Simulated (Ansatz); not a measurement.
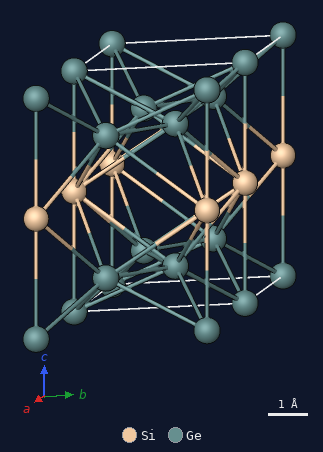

Starting structure of crystalline SiGe5 (a generated structure, set up in P6/mmm) (coarse preliminary run). Style: ball-and-stick. Shown: the cell of the calculation, repeated 2 × 1 × 1 with one cell outlined, slightly off an axis.

These are results of Ansatz, DFT PBE, scalar-relativistic, plane waves, PAW, not measurements.

Input
```yaml
crystal:
  lattice:
    - [4.61640539, 0.0, 0.0]
    - [-2.30820269, 3.99792434, 0.0]
    - [0.0, 0.0, 6.26654306]
  atoms:
    - { symbol: Si, position: [0.0, 0.0, 0.5] }
    - { symbol: Ge, position: [0.66666667, 0.33333333, 0.79599494] }
    - { symbol: Ge, position: [0.0, 0.0, 0.0] }
    - { symbol: Ge, position: [0.66666667, 0.33333333, 0.20400506] }
    - { symbol: Ge, position: [0.33333333, 0.66666667, 0.20400506] }
    - { symbol: Ge, position: [0.33333333, 0.66666667, 0.79599494] }
basis:
  ecutwfc: 420
kpoints:
  mp_grid: { grid: [6, 6, 4] }
hamiltonian:
  xc: pbe
scf:
  occupations: { method: gaussian, width: 0.1 }
  lower_state_search: "off"
output:
  forces: true
  stress: true
  eigenvalues: true
relax:
  adjacent_minimum: "off"
  f_tol: 0.04
  max_steps: 70
  cell: { stress_tol: 0.4 }
```

Launched with:
```bash
ansatz run input.yaml --threads 1 --pin off --max-ram 2560MiB --backend cpu --events-out ev --progress --plain --runs-dir out
```

### Where does the relaxation end?

The largest moves relative to the cell, 0.30 Å, are those of Ge2, Ge4, Ge5 and Ge6. Ge4 goes along +c. Si stays in place. The volume changes by −2.9 %, with a = b 4.616 → 4.804 Å (+4.1 %), c 6.267 → 5.622 Å (−10.3 %). Among the contacts that change: Ge2–Ge4 3.710 → 2.732 Å, Ge2–Ge4 (another image) 2.557 → 2.890 Å, Si1–Ge3 3.133 → 2.811 Å, Ge2–Ge3 2.956 → 3.127 Å. The space group stays P6/mmm (No. 191). Over 5 accepted moves (6 points after the start) the energy falls by 189 meV per atom. Largest force component: 1.1 eV/Å at the start, 0.023 eV/Å at the end. The pressure goes from 4.14 to −0.01 GPa. At 1 point the geometry stayed and the basis and grid were re-selected for the new cell (energy shift of less than 0.05 meV per atom at most each time).

The structure at the end:

```xyz
6
Lattice="4.8036 0.0000 0.0000 -2.4018 4.1600 0.0000 0.0000 0.0000 5.6222" Properties=species:S:1:pos:R:3 pbc="T T T"
Si   -2.4018    4.1600    2.8111
Ge    2.4018    1.3867    4.1773
Ge   -2.4018    4.1600    0.0000
Ge    2.4018    1.3867    1.4449
Ge    0.0000    2.7734    1.4449
Ge    0.0000    2.7734    4.1773
```

After the run, drawn alike:

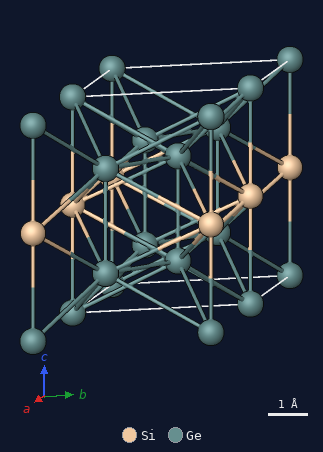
